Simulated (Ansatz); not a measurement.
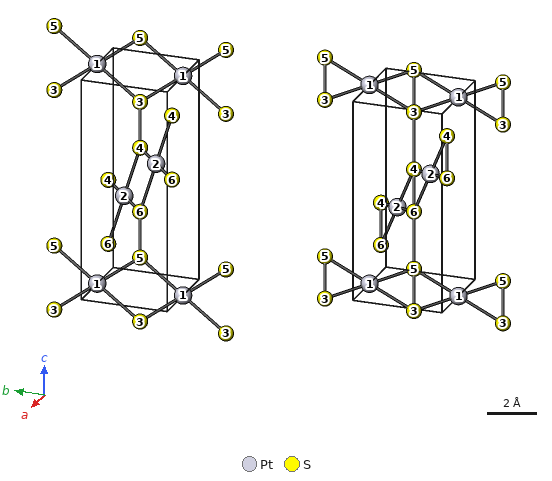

Two geometries of crystalline PtS2 (a generated structure, set up in P4_2/mmc) (coarse preliminary run), drawn at one scale. One is the start of a relaxation, the other its converged end. Style: ball-and-stick. Shown: the cell of the calculation, from a free direction.

These are results of DFT PBE, scalar-relativistic, plane waves, PAW in Ansatz 0.2.0, not measurements. Settings: plane-wave cutoff 420 eV; k-point mesh 4 × 4 × 2; occupations gaussian; smearing width 0.1 eV; no spin polarisation; cell and atoms relaxed; force threshold 0.04 eV/Å; at most 70 steps.

> Which one is relaxed?

The left one is the relaxed one. Over 11 accepted moves (12 points after the start) the energy falls by 5.994 eV per cell of the calculation. Largest force component: 9 eV/Å at the start, 0.029 eV/Å at the end. Pressure: 33.24 GPa at the start and 0.05 GPa at the end. At 1 point the geometry stayed and the basis and grid were re-selected for the new cell (energy shift of 3.1 meV per cell of the calculation at most each time). The largest moves relative to the cell, 0.38 Å, are those of S3, S4, S5 and S6. S6 goes along −c. Pt stays in place. The drawn cell changes as follows: a = b 3.882 → 3.744 Å (−3.5 %), c 8.765 → 9.681 Å (+10.5 %); the volume changes by +2.8 %. Some distances before and after: S3–S5 1.861 → 2.820 Å, S3–S4 2.522 → 2.020 Å, Pt1–S3 2.152 → 2.344 Å. Bonds break: S3–S5 (1.86 → 2.82 Å), S4–S6 (1.86 → 2.82 Å). Bond angles that change, for instance: Pt2–S6–Pt2 128.8° → 106.0°, S4–Pt2–S4 128.8° → 106.0°, Pt2–S6–S5 115.6° → 127.0°. The space group stays P4_2/mmc (No. 131). Cost: 45 s on 1 thread of Arm Neoverse V2, on a shared host, peak memory 0.38 GiB.

Limits of the set-up: the k-point mesh is coarse for a cell with partly filled bands; layers or molecules are held without a dispersion correction, so their spacing is unreliable.
